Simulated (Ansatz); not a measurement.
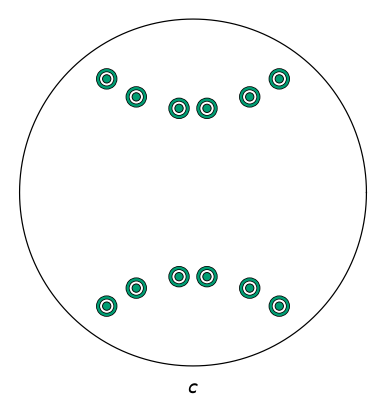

Stereographic projection: filled dots lie in the upper hemisphere, open rings in the lower. The b axis points at the viewer. The poles are all faces of one general form. Computed from the symmetry operations of a computed or model structure of composition Ir.

**Which point group is this?**

6/mmm (D6h), order 24, hexagonal system: one sixfold axis, six twofold axes, seven mirror planes, an inversion centre.

**Can such a crystal be piezoelectric, pyroelectric or chiral?**

It is centrosymmetric, so neither piezoelectric nor pyroelectric; it is not chiral.
